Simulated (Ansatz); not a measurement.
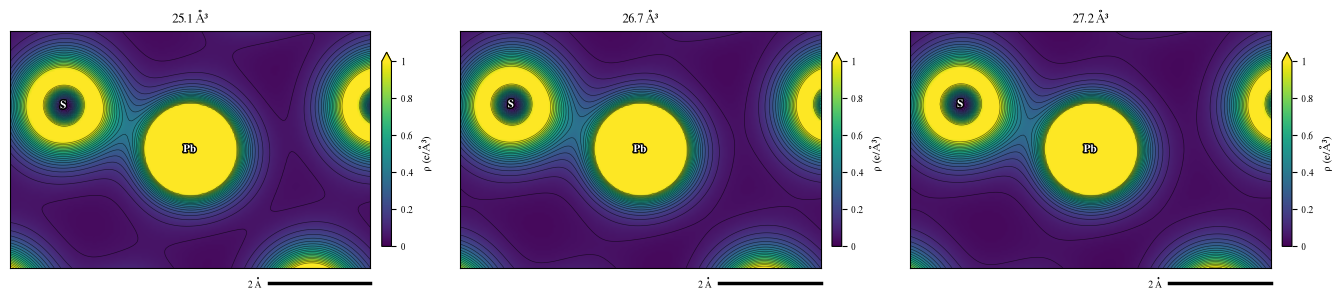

PbS. The valence electron density of cells scaled evenly to different volumes (given per atom above each panel), on the (001) plane of each (indices in the axes of the cell below), at one length scale and on one colour scale.

A structure from a database of computed crystals, not necessarily the ambient phase.

Level of theory: Ansatz 0.2.0, Kohn-Sham DFT of a periodic cell, PBE, Ansatz PAW.

In a PAW calculation such maps are meaningful between the atoms, not at the nuclei.

The largest cell:

```cif
data_structure
_symmetry_space_group_name_H-M 'P 1'
_symmetry_Int_Tables_number 1
_cell_length_a 6.3841
_cell_length_b 6.3841
_cell_length_c 4.3077
_cell_angle_alpha 90.000
_cell_angle_beta 90.000
_cell_angle_gamma 141.710
_cell_volume 108.79
loop_
_atom_site_label
_atom_site_type_symbol
_atom_site_fract_x
_atom_site_fract_y
_atom_site_fract_z
_atom_site_occupancy
Pb1 Pb 0.13056 0.86944 0.25000 1
Pb2 Pb 0.86944 0.13056 0.75000 1
S1 S 0.35480 0.64520 0.25000 1
S2 S 0.64520 0.35480 0.75000 1
```

| volume (Å³/atom) | Pb–S contact in the plane (Å) | ρ at its midpoint (e/Å³) | pressure (GPa) | gap on the mesh (eV) | 
| --- | --- | --- | --- | --- |
| 25.06 | 2.632 | 0.412 | 5.0 | 1.11 | 
| 25.60 | 2.651 | ? | ? | ? | 
| 26.66 | 2.687 | 0.376 | 1.1 | 1.25 | 
| 27.20 | 2.705 | 0.366 | 0.0 | 1.29 | 

> What values belong in the row with question marks?

Over the known rows ln ρ falls by 1.63 per Å of Pb–S distance (a least-squares line), which gives 0.399 e/Å³ at 2.651 Å; the calculation gives 0.400 e/Å³. For the pressure, a straight line in volume between the neighbouring rows gives 3.7 GPa; the calculation gives 3.5. For the gap on the mesh, a straight line in volume between the neighbouring rows gives 1.16 eV; the calculation gives 1.16.
